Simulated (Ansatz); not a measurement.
System: Ta2Si (slab).

Input

```
crystal:
  lattice:
    - [5.0179442176, 0.0, 0.0]
    - [1.2654370604, 4.8557628873, 0.0]
    - [0.0, 0.0, 26.3456033429]
  atoms:
    - { symbol: Si, position: [0.6979085772, 0.6979085772, 0.2846774812] }
    - { symbol: Ta, position: [0.836760246, 0.1628926344, 0.2975290985] }
    - { symbol: Ta, position: [0.3576626264, 0.031530238, 0.345741973] }
    - { symbol: Si, position: [0.4965142953, 0.4965142953, 0.3585935904] }
    - { symbol: Ta, position: [0.9614983525, 0.6353659641, 0.3714452077] }
    - { symbol: Ta, position: [0.8301359561, 0.1562683445, 0.4196580822] }
    - { symbol: Si, position: [0.2951200134, 0.2951200134, 0.4325096995] }
    - { symbol: Ta, position: [0.4339716822, 0.7601040706, 0.4453613169] }
    - { symbol: Ta, position: [0.9548740627, 0.6287416743, 0.4935741913] }
    - { symbol: Si, position: [0.0937257315, 0.0937257315, 0.5064258087] }
    - { symbol: Ta, position: [0.5587097887, 0.2325774003, 0.519277426] }
    - { symbol: Ta, position: [0.4273473924, 0.7534797808, 0.5674903005] }
    - { symbol: Si, position: [0.8923314496, 0.8923314496, 0.5803419178] }
    - { symbol: Ta, position: [0.0311831184, 0.3573155068, 0.5931935352] }
    - { symbol: Ta, position: [0.5520854989, 0.2259531105, 0.6414064096] }
    - { symbol: Si, position: [0.6909371677, 0.6909371677, 0.654258027] }
    - { symbol: Ta, position: [0.1559212249, 0.8297888365, 0.6671096444] }
    - { symbol: Ta, position: [0.0245588286, 0.350691217, 0.7153225188] }
basis:
  ecutwfc: 420
kpoints:
  mp_grid: { grid: [7, 7, 1] }
hamiltonian:
  xc: pbesol
scf:
  occupations: { method: gaussian, width: 0.1 }
output:
  forces: true
  eigenvalues: true
  write_density: true
  write_potential: true
  elf: true
  volumetric_format: npy
relax:
  adjacent_minimum: "off"
  f_tol: 0.02
  max_steps: 60
efield:
  axis: 3
  dipole_correction: true
  ramp_width: 0.04
```

Run with:

```sh
ansatz run input.yaml --threads 4 --pin off --max-ram 9216MiB --backend cpu --events-out ev --progress --plain --runs-dir out
```

The fields are those of the run's last geometry, not of the input's.

All numbers below come from DFT PBEsol, scalar-relativistic, plane waves, PAW in Ansatz.

**Predict the valence pseudo-density and electron localisation function between the atoms.**

Ta–Si (2.56 Å): ρ is about 0.39 e/Å³ halfway; the ELF peaks at about 0.65 in the valence shell of Si, 0.9 Å from its nucleus, and is about 0.30 at the midpoint.
Ta–Si (2.56 Å): ρ is about 0.39 e/Å³ halfway; the ELF peaks at about 0.65 in the valence shell of Si, 0.9 Å from its nucleus, and is about 0.30 at the midpoint.

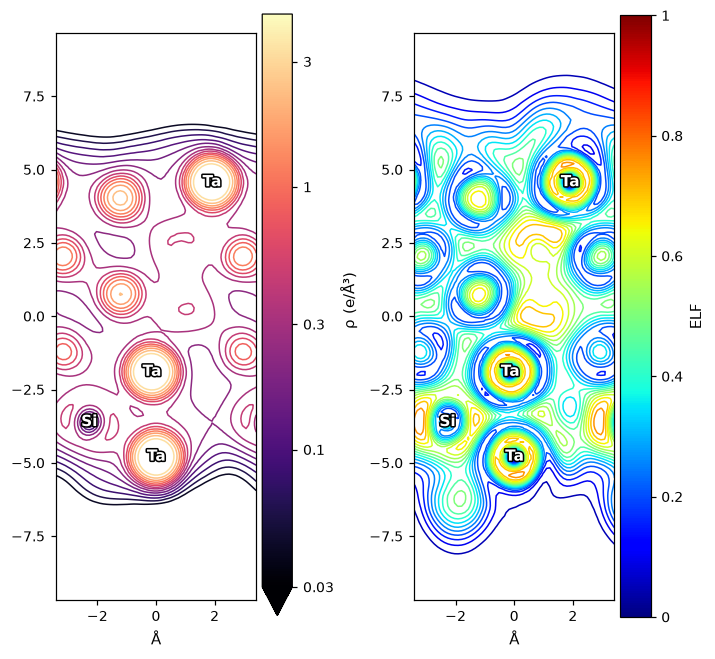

Computed valence pseudo-density and electron localisation function on the (110) plane of the calculation cell, a cut from vacuum to vacuum, in this order. Atoms just off the plane (Ta, 0.7 Å away and Si, 0.8 Å away) can leave unmarked features too.

Core electrons are frozen (PAW), and the valence fields are smoothed inside the atomic spheres.
